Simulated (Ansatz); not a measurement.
Structure data:

Space group I-42d (No. 122). a = 5.026 Å, b = 5.026 Å, c = 7.372 Å, α = 90.00°, β = 90.00°, γ = 90.00°
```json
{"atom": "Si", "site": "4a", "symmetry": "-4..", "x": "0.0000", "y": "0.0000", "z": "0.0000"}
{"atom": "O", "site": "8d", "symmetry": ".2.", "x": "0.0925", "y": "0.2500", "z": "0.1250"}
```

Characterise the structure given above.

The structure is one of SiO$_{2}$. It takes space group I-42d (No. 122) on a body-centred tetragonal lattice. The cell has 12 atoms, namely 4 Si, 8 O. The polyhedra are SiO4 tetrahedra; they share corners. Si is coordinated by four O in a tetrahedral arrangement at 1.63 Å. O is coordinated by two Si in a bent arrangement at 1.63 Å. The bonds build a three-dimensional framework.

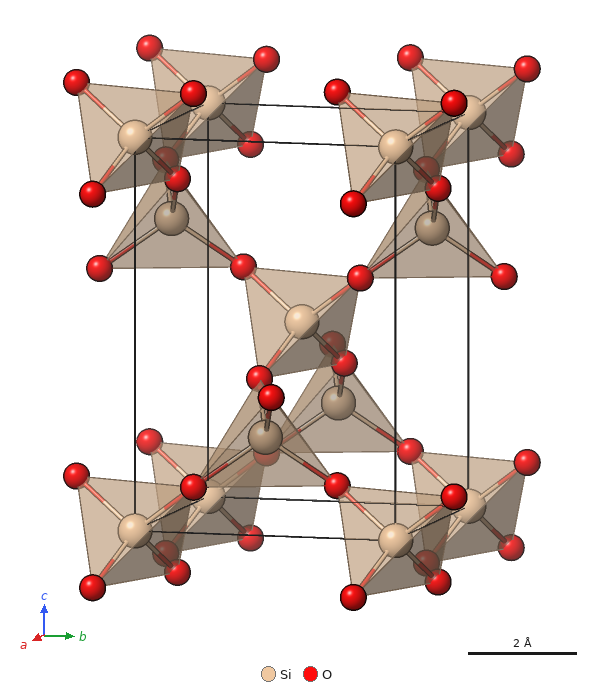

We look at a polyhedral model of the crystal slightly off an axis. The conventional unit cell is outlined; an atom on or near a face, edge or corner is repeated at each equivalent position. A few atoms beyond the faces are included. Colours: silicon light orange, oxygen red.

Starting structure: a structure listed in the Materials Project. Earlier steps of the study, as a rule a relaxation of our own, may have changed the cell and positions, so they can lie some per cent off the listed ones. Ansatz was used for an electronic-structure calculation on it.
